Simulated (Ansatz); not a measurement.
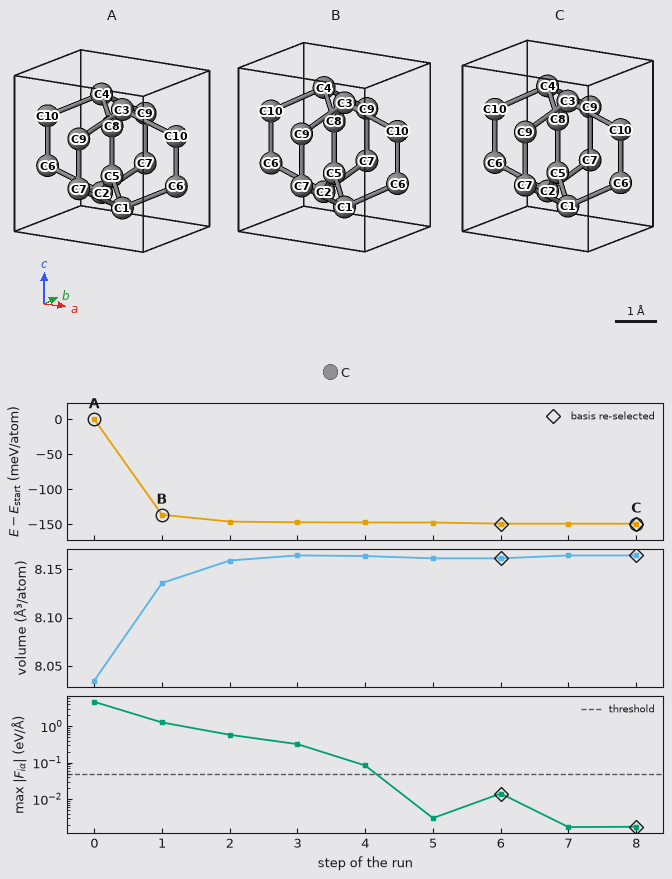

Frames of a relaxation of solid C (set up in P6/mmm) (coarse preliminary run), marked on the history of the run. A ball-and-stick model of the cell of the calculation, seen slightly off an axis.

The calculation used DFT LDA, scalar-relativistic, plane waves, PAW in Ansatz.

Input file:
```yaml
crystal:
  lattice:
    - [4.8899981707, 0.0, 0.0]
    - [-2.4449990854, 4.2348626403, 0.0]
    - [0.0, 0.0, 3.88]
  atoms:
    - { symbol: C, position: [0.6666666667, 0.3333333333, 0.184] }
    - { symbol: C, position: [0.3333333333, 0.6666666667, 0.184] }
    - { symbol: C, position: [0.6666666667, 0.3333333333, 0.816] }
    - { symbol: C, position: [0.3333333333, 0.6666666667, 0.816] }
    - { symbol: C, position: [0.5, 0.5, 0.34] }
    - { symbol: C, position: [0.0, 0.5, 0.34] }
    - { symbol: C, position: [0.5, 0.0, 0.34] }
    - { symbol: C, position: [0.5, 0.5, 0.66] }
    - { symbol: C, position: [0.5, 0.0, 0.66] }
    - { symbol: C, position: [0.0, 0.5, 0.66] }
basis:
  ecutwfc: 420
kpoints:
  mp_grid: { grid: [6, 6, 6] }
hamiltonian:
  xc: lda
scf:
  occupations: { method: gaussian, width: 0.1 }
output:
  forces: true
  stress: true
  eigenvalues: true
relax:
  adjacent_minimum: "off"
  f_tol: 0.05
  max_steps: 80
  cell: { stress_tol: 0.5 }
```

Command:
```bash
ansatz run input.yaml --threads 2 --pin off --max-ram 5120MiB --backend cpu --events-out ev --progress --plain --runs-dir out
```

Q: What happens along the run?

A: The energy falls by 149 meV per atom in 6 accepted moves (8 points after the start). The largest force component goes from 4.7 to 0.0017 eV/Å. Pressure: 20.20 GPa at the start and 0.06 GPa at the end. At 2 points the geometry stayed and the basis and grid were re-selected for the new cell (energy shift of 1.7 meV per atom at most each time). No atom moves by more than 0.005 Å relative to the cell. The volume changes by +1.6 %, with a = b 4.890 → 4.777 Å (−2.3 %), c 3.880 → 4.131 Å (+6.5 %). Some distances before and after: C1–C3 1.428 → 1.516 Å, C5–C8 1.242 → 1.325 Å, C1–C5 1.536 → 1.522 Å. Bond angles that change, for instance: C1–C6–C2 133.6° → 129.9°, C5–C2–C6 105.5° → 103.3°. The space group stays P6/mmm (No. 191). From step 0 to 1: volume +1.3 %, energy −136 meV per atom. From step 1 to 8: volume +0.4 %, energy −12.7 meV per atom.
